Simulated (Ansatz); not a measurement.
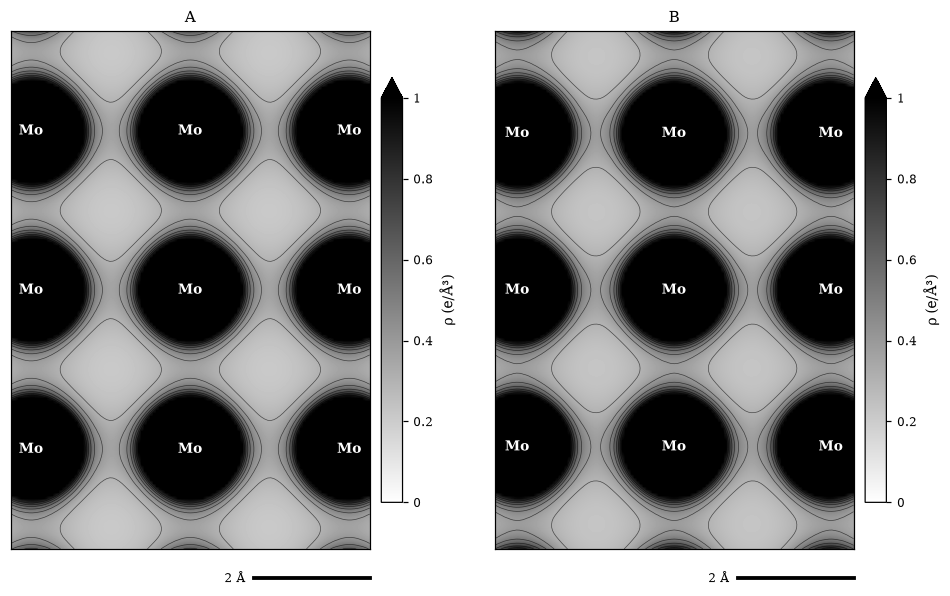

Mo. The valence pseudo-density of two cells that differ in size, on the (101) plane of each (indices in the axes of the calculation cell), at one length scale and on one colour scale; one has 14.1 and the other 14.8 Å³ an atom.

These are results of Ansatz 0.2.0, DFT, PBE, plane waves (420 eV) with PAW, scalar-relativistic, not measurements.

Which is the denser cell? Describe the effect of the change.

Panel B is the smaller cell, by 4 % in volume. From the larger cell to the smaller, Mo–Mo goes from 2.75 to 2.71 Å, and the density at its midpoint from 0.36 to 0.39 e/Å³; the pressure goes from 24 to 40 GPa.
